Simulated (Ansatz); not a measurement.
The Ansatz input:

```
crystal:
  lattice:
    - [3.103268862, 0.0, 0.0]
    - [-1.551634431, 2.6875096692, 0.0]
    - [0.0, 0.0, 4.9721437368]
  atoms:
    - { symbol: Al, position: [0.6666666667, 0.3333333333, 0.4991732649] }
    - { symbol: Al, position: [0.3333333333, 0.6666666667, 0.9991732649] }
    - { symbol: "N", position: [0.6666666667, 0.3333333333, 0.8808267351] }
    - { symbol: "N", position: [0.3333333333, 0.6666666667, 0.3808267351] }
kpoints:
  mp_grid: { grid: [12, 12, 6] }
  band_path:
    path:
      - [0.0, 0.0, 0.0]
      - [0.5, 0.0, 0.0]
      - [0.3333333333, 0.3333333333, 0.0]
      - [0.0, 0.0, 0.5]
      - [0.5, 0.0, 0.5]
      - [0.3333333333, 0.3333333333, 0.5]
    npoints: 1
hamiltonian:
  xc: r2scan
  dispersion: rvv10
scf:
  occupations: { method: fermi_dirac, width: 0.03 }
  n_extra_bands: 5
output:
  forces: true
  stress: true
  eigenvalues: true
```

Run as:
```bash
ansatz run input.yaml --threads 2 --pin off --max-ram 20275MiB --backend cpu --events-out ev --progress --plain --runs-dir out
```

What does the calculation give for the electronic structure?

There is a gap; over the k points computed it is 4.87 eV (direct among those points). The upper group of valence states starts about 6.1 eV under the valence-band top, with a gap beneath it; it holds about 12 electrons a cell. Within the window shown, the tallest peak of the filled states lies 0.9 eV under the valence-band top, at about 4.4 states per eV and cell.

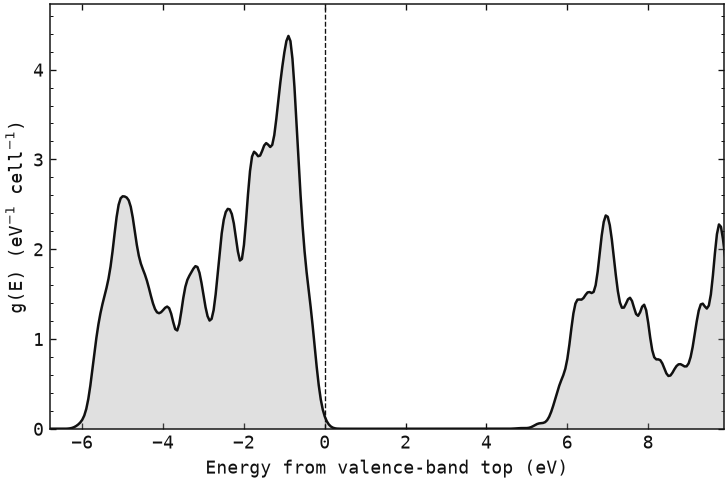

Density of states. Energies are counted from the top of the valence band. The curve is built from the levels of the k mesh with Gaussians 0.3 eV wide, which also blur the band edges.
